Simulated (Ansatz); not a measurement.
## MnSi: 7 runs along one coordinate

System: MnSi (2 atoms in the cell).
Method: Kohn-Sham DFT of a periodic cell, PBE, all-electron LAPW, scalar-relativistic, spin-polarised (Ansatz 0.2.0).

The 7 runs differ only in the geometry, by an even scaling of the cell at fixed fractional positions. The structure was made by swapping elements on the sites of another compound; it need not be a known phase.

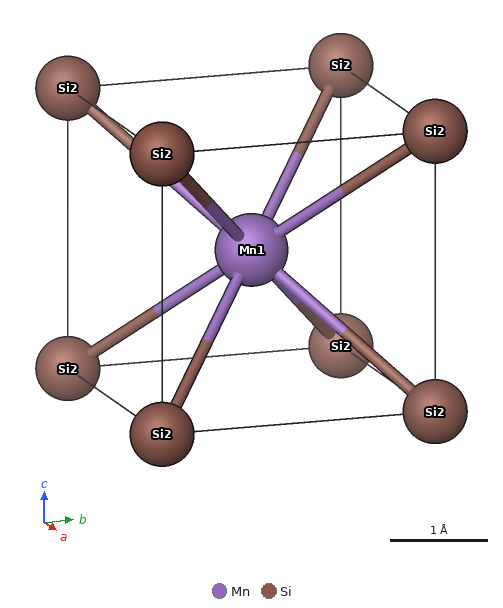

Figure 1. The structure of run 4 (ball-and-stick view of the cell of the calculation, seen slightly off an axis; atoms are numbered from 1 in the order of the input).

## Input of run 4
```yaml
crystal:
  lattice:
    - [2.98743146, 0.0, 0.0]
    - [0.0, 2.98743146, 0.0]
    - [0.0, 0.0, 2.98743146]
  atoms:
    - { symbol: Mn, position: [0.5, 0.5, 0.5], spin: 4.0 }
    - { symbol: Si, position: [0.0, 0.0, 0.0] }
kpoints:
  mp_grid: { grid: [9, 9, 9] }
scf:
  occupations: { method: fermi_dirac, width: 0.05 }
hamiltonian:
  xc: pbe
  pseudopotentials: { kind: all_electron, lapw: { basis_error: 0.0005 } }
magnetization:
  spin_polarized: true
output:
  forces: true
  stress: true
  eigenvalues: true
```

Command:
```bash
ansatz run input.yaml --threads 2 --pin off --max-ram 6144MiB --backend cpu --events-out ev --progress --plain --runs-dir out
```

Run 3 differs from it as follows:
```diff
-    - [2.98743146, 0.0, 0.0]
-    - [0.0, 2.98743146, 0.0]
-    - [0.0, 0.0, 2.98743146]
+    - [2.9673809803, 0.0, 0.0]
+    - [0.0, 2.9673809803, 0.0]
+    - [0.0, 0.0, 2.9673809803]
```

## Results, with one run withheld

```csv
run,volume per atom (Å³),"free energy per atom, from the lowest run given (meV)",pressure (GPa)
1,12.531,0.00,−19.72
2,12.798,34.81,−22.08
3,13.064,?,?
4,13.331,115.23,−26.05
5,13.598,159.90,−27.59
6,13.864,206.86,−28.79
7,14.131,255.52,−29.65
```

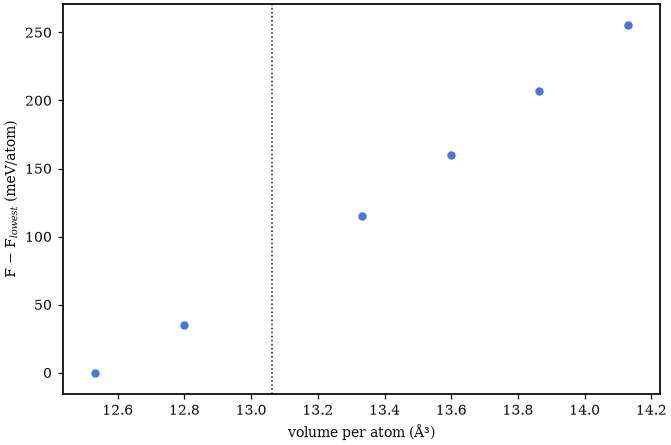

Figure 2. Free energy per atom of the runs given; the dotted line marks run 3.

Estimate the energy of run 3 from the others.

A cubic polynomial in V^(−2/3) (the Birch–Murnaghan form), fitted to the 6 runs given, misses them by at most 0.11 meV per atom. With x = V^(−2/3) − 0.17765 Å⁻², it reads F = 119.21 − 18443 x + 3.6975e+05 x² + 2.1496e+06 x³ (meV per atom). At run 3 it gives 73.29 meV per atom, and the run itself gives 73.36. The slope of the fit gives a pressure −dF/dV of −24.25 GPa there, and the run prints −24.21 GPa. The fit has no minimum inside this range.

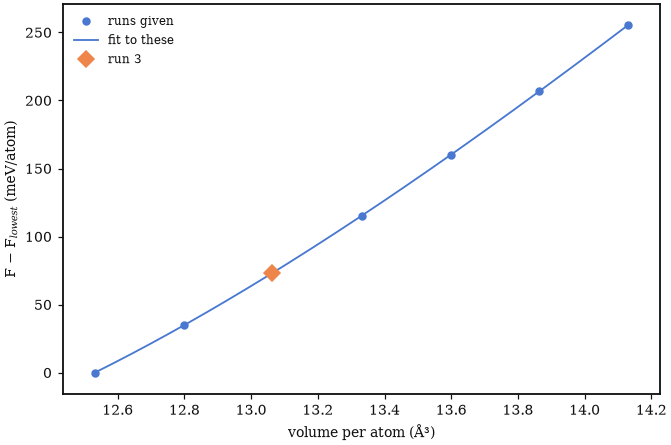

Figure 3. The fit and the withheld run.

## Output, shortened to warnings, some set-up lines, iterations and results (run 3)
```
Basis set: ecut = 247.43464977447834 eV, 251 PW (Γ), exchange–correlation at level 2
Symmetry: 48 space group operations
k-points: 35 of 729
Initial density: superposition of atomic densities (chi_scale 0.1, normalization cell)
[...]
SCF iter   1: F=—  HF=-39420.776758 eV  |F-HF|=—  |Δ(HF+E_count)|=         —  Δρ=4.81e-2 (↑3.94e-2 ↓4.81e-2)  dr2=2.27e-1  dr2_m=4.30e-1  M=2.226 μB ∫|m|=2.509 μB  β_m=0.30  …
SCF iter   2: F=—  HF=-39420.910171 eV  |F-HF|=—  |Δ(HF+E_count)|=         —  Δρ=4.93e-2 (↑4.31e-2 ↓4.93e-2)  dr2=1.20e-1  dr2_m=4.95e-1  M=1.638 μB ∫|m|=1.963 μB  β_m=0.30  …
SCF iter   3: F=—  HF=-39421.028789 eV  |F-HF|=—  |Δ(HF+E_count)|=   1.19e-1  Δρ=4.95e-2 (↑4.68e-2 ↓4.95e-2)  dr2=3.20e-2  dr2_m=5.50e-1  M=1.064 μB ∫|m|=1.390 μB  β_m=0.65  …
SCF iter   4: F=-39420.245771 eV  HF=-39420.985216 eV  |F-HF|=7.39e-1  |Δ(HF+E_count)|=   4.36e-2  Δρ=4.57e-2 (↑3.14e-2 ↓4.57e-2)  dr2=3.68e-1  dr2_m=3.19e-1  M=1.017 μB …
SCF iter   5: F=-39419.673435 eV  HF=-39421.085648 eV  |F-HF|=1.41e0  |Δ(HF+E_count)|=   1.00e-1  Δρ=4.31e-2 (↑2.60e-2 ↓4.31e-2)  dr2=8.68e-1  dr2_m=1.88e-1  M=0.953 μB …
[... 5 lines ...]
SCF iter  11: F=—  HF=-39420.691292 eV  |F-HF|=—  |Δ(HF+E_count)|=   1.56e-4  Δρ=1.78e-5 (↑1.40e-5 ↓1.78e-5)  dr2=2.74e-8  dr2_m=5.03e-8  M=0.862 μB ∫|m|=1.063 μB  β_m=0.86  …
SCF iter  12: F=—  HF=-39420.691293 eV  |F-HF|=—  |Δ(HF+E_count)|=   7.57e-7  Δρ=4.16e-6 (↑4.16e-6 ↓3.90e-6)  dr2=4.03e-9  dr2_m=3.20e-9  M=0.862 μB ∫|m|=1.063 μB  β_m=0.93  …
SCF iter  13: F=—  HF=-39420.691293 eV  |F-HF|=—  |Δ(HF+E_count)|=   9.81e-8  Δρ=1.45e-6 (↑1.20e-6 ↓1.45e-6)  dr2=6.27e-11  dr2_m=4.09e-10  M=0.862 μB ∫|m|=1.063 μB  β_m=0.96 …
SCF iter  14: F=-39420.691293 eV  HF=-39420.691293 eV  |F-HF|=5.32e-9  |Δ(HF+E_count)|=   1.68e-9  Δρ=7.93e-7 (↑7.03e-7 ↓7.93e-7)  dr2=8.79e-10  dr2_m=3.44e-12  M=0.862 μB …
SCF 1 converged in 14 iterations: F = -39420.691293 eV  dr2 = 8.79e-10
at 1 of the mixer's solves, the last at iteration 3, it left a direction of its history that read negative out of its fit and stepped the other way along it
SCF converged after 14 iterations
Magnetization: 0.8619 μB (13.9310 up, 13.0690 down)
Absolute magnetization: 1.0629 μB (∫|ρ↑−ρ↓|)
Spin contamination: 0.0237 ħ² per cell (⟨S²⟩ above its minimum at these occupations)
Per-site moments (μB) at R_I (Å): [(0.9615556938612819, 1.4009716455531995), (-0.07500372769038144, 1.1688556277999607)]
Free energy (F): -39420.691293 eV
Harris-Foulkes:  -39420.691293 eV  (|F-HF|=5.32e-9)
Internal energy: -39420.674698 eV  (E = F + TS)
E sigma→0 (E₀):  -39420.682996 eV
Entropy (-TS):   -0.016595 eV (-8.297 meV/atom)
Fermi energy:    15.073918 eV
--- Per-component energies (eV) ---
  E_band       = -884.608188
  E_kinetic    = 39830.691192
  E_xc         = -1991.223712
  E_electrostatic = -77260.142178  (all electrons and nuclei)
  E_smearing   = -0.016595  (= −TS)
  E_closure    = 0.000000  (closes the sum)
  E_atoms      = -39405.593203  (free atoms, spherical and without spin; not in F)
  Σ components = -39420.691293   (vs F -39420.691293, Δ=0.00e0)
  Basis errors (estimates in eV, not in F): energy 1.5e-4 per atom: plane waves 1.3e-4 (6.5e-5 summed), levels above the bands 2.1e-89, relativity 3.3e-9, radial functions 2.1e-5, core shells 7.5e-10; eigenvalues (radial functions only) 1.3e-6; not estimated: angular momenta, meshes, grids; target …
--- Forces (eV/Å), atoms counted from 1 ---
  atom   1  Mn     0.00000000     0.00000000     0.00000000
  atom   2  Si    -0.00000000    -0.00000000    -0.00000000
  max |Σ_I F_I| component: 1.23e-31 eV/Å
--- Stress (GPa, compression-positive) ---
      -24.210602      -0.000000       0.000000
       -0.000000     -24.210602       0.000000
        0.000000       0.000000     -24.210602
  P = ⅓ Tr σ = -24.2106 GPa (-242.106 kbar)
```
